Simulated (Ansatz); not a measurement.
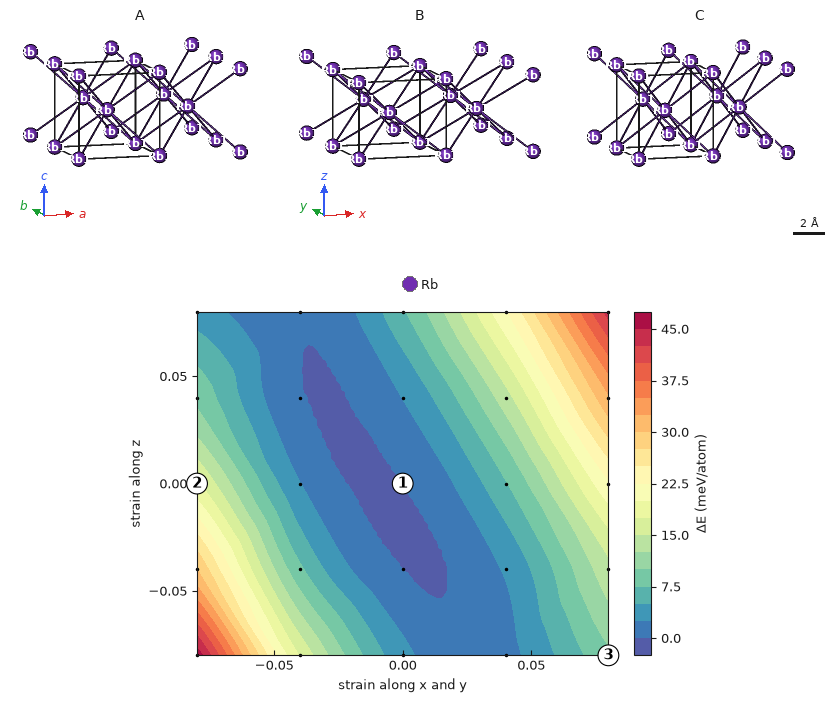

A scan of crystalline Rb (Im-3m): the cell is strained equally along x and y and separately along z, with the atoms kept at their fractional coordinates. x, y and z are the Cartesian axes of the input. The map is interpolated between the computed points (dots). The frames are shuffled; each belongs to one numbered point. The picture is a ball-and-stick view of the conventional cell (2 times the calculation's cell), repeated 2 × 2 × 1 with one cell outlined, seen slightly off an axis. Lengths and directions refer to the drawn axes.

Level of theory: DFT PBEsol, scalar-relativistic, plane waves, PAW in Ansatz. Set-up: plane-wave cutoff 420 eV; k-point mesh 12 × 12 × 12; occupations gaussian; smearing width 0.15 eV; no spin polarisation. Energies (free energies at the smearing named) are counted from the cell as listed in its source, which wasn't relaxed.

Question: Which frame belongs to which numbered point?

Answer: Point 1 is frame A, at (0.000, 0.000) and 0.0 meV/atom; 2 is frame C, at (−0.080, 0.000) and 17.9 meV/atom; 3 is frame B, at (0.080, −0.080) and 9.5 meV/atom. In pairs of (strain along x and y; strain along z): the lowest computed points lie at (0.000, 0.000), (0.000, −0.040) (0.0 meV/atom), the highest at (−0.080, −0.080) (46.5 meV/atom). The valley is tilted: raising the in-plane strain is made harder by raising the strain along z (cross term 0.83 of the geometric mean of the two curvatures). Over the ranges scanned the energy rises more along the first axis, the in-plane strain. The pressure runs from −0.5 GPa at (0.080, 0.080) to 1.0 GPa at (−0.080, −0.080).
